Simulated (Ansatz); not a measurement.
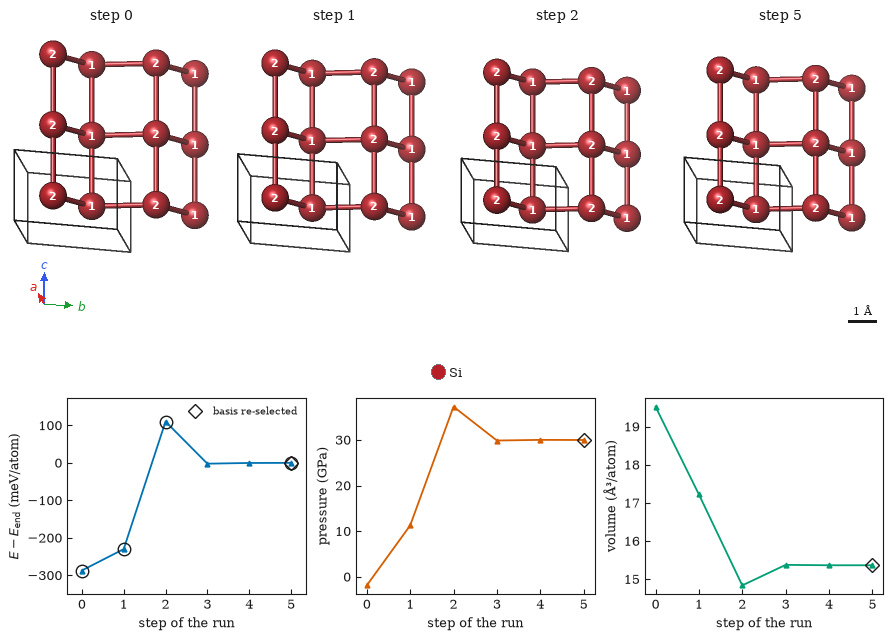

Frames of a relaxation of crystalline Si (a generated structure, set up in P6/mmm), marked on the history of the run. A ball-and-stick model of the cell of the calculation, repeated 1 × 2 × 3 with one cell outlined, seen from a free direction.

The run lets cell and atoms move.

The calculation used Kohn-Sham DFT of a periodic cell, PBEsol, Ansatz PAW (Ansatz 0.2.0).

Input file:
```yaml
crystal:
  lattice:
    - [4.12095, 0.0, 0.0]
    - [-2.06047, 3.56885, 0.0]
    - [0.0, 0.0, 2.65479]
  atoms:
    - { symbol: Si, position: [0.33333, 0.66667, 0.5] }
    - { symbol: Si, position: [0.66667, 0.33333, 0.5] }
hamiltonian:
  xc: pbesol
  pseudopotentials: { kind: paw }
kpoints:
  mp_grid: { grid: [8, 8, 10] }
scf:
  occupations: { method: fermi_dirac, width: 0.05 }
output:
  forces: true
  stress: true
  eigenvalues: true
  write_density: true
  write_potential: true
  elf: true
  volumetric_format: npy
relax:
  f_tol: 0.01
  max_steps: 40
  cell: { stress_tol: 0.05, p_target: 30.0 }
```

Run as
```bash
ansatz run input.yaml --threads 2 --pin off --max-ram 5632MiB --backend cpu --events-out ev --progress --plain --runs-dir out
```

> What happens along the run?

No atom moves by more than 0.005 Å relative to the cell. The drawn cell changes as follows: a = b 4.121 → 3.823 Å (−7.2 %), c 2.655 → 2.428 Å (−8.5 %); the volume changes by −21.3 %. Some distances before and after: Si1–Si1 2.655 → 2.428 Å, Si1–Si2 2.379 → 2.207 Å. The space group stays P6/mmm (No. 191). After 4 accepted moves (5 points after the start) the energy has risen by 287 meV per atom. With the target pressure of 30 GPa, the enthalpy E + pV changes by −492 meV per atom. All forces vanish by symmetry, so only the cell relaxes. Pressure: −1.88 GPa at the start and 29.97 GPa at the end. The SCF was repeated once at an unchanged geometry on a basis and grid sized afresh for the cell, which shifted the energy by 0.2 meV per atom at most. From step 0 to 1: volume −11.8 %, energy +57.1 meV per atom. From step 1 to 2: volume −13.9 %, energy +340 meV per atom. From step 2 to 5: volume +3.6 %, energy −110 meV per atom.

```tsv
step	E − E(0), meV/atom	pressure, GPa	volume, Å³/atom	note
0	0.00	-1.88	19.522	
1	57.07	11.25	17.222	
2	397.32	37.27	14.836	
3	285.00	29.86	15.374	
4	286.91	30.00	15.363	
5	287.15	29.97	15.363	same geometry, new basis
```
